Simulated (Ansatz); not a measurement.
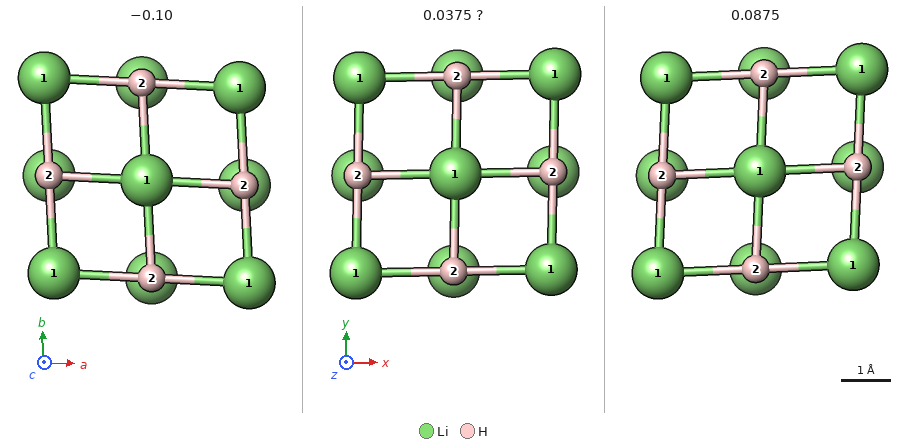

A scan of a crystal of LiH (Fm-3m): the cell is strained in shear in the xy plane, with the atoms kept at their fractional coordinates. x, y and z are the Cartesian axes of the input. A ball-and-stick model of the conventional cell (4 times the calculation's cell), seen along the c axis. Lengths and directions refer to the drawn axes.

The calculation used DFT PBEsol, scalar-relativistic, plane waves, PAW in Ansatz. (plane-wave cutoff 420 eV; k-point mesh 10 × 10 × 10; occupations gaussian; smearing width 0.05 eV; no spin polarisation). Energies (free energies at the smearing named) are counted from the cell as listed in its source, which wasn't relaxed.

| engineering shear strain | ΔE (meV/atom) |
| --- | --- |
| −0.1000 | 11.7 |
| −0.0500 | 2.9 |
| 0.0000 | 0.0 |
| 0.0125 | 0.2 |
| 0.0250 | 0.7 |
| 0.0375 | ? |
| 0.0625 | 4.5 |
| 0.0750 | 6.5 |
| 0.0875 | 8.9 |

> Fill in the missing row.

A straight line between the two neighbours gives 2.0 meV/atom. A cubic through the four nearest rows (0.0125, 0.0250, 0.0625, 0.0750) gives, with Lagrange weights, (−0.3000)(0.2) + (1.0000)(0.7) + (0.5000)(4.5) + (−0.2000)(6.5) = 1.6 meV/atom. The calculation gives 1.6 meV/atom, so the cubic is right to the digits shown and the straight line 0.4 meV/atom too high, as the curve bends upwards here.

The whole profile:

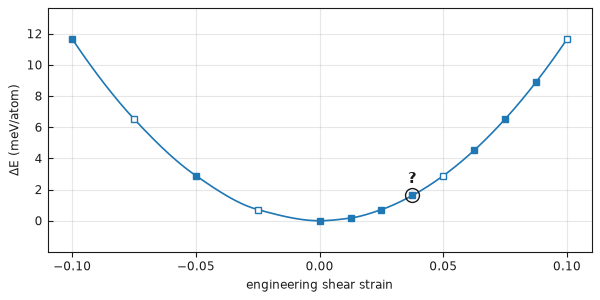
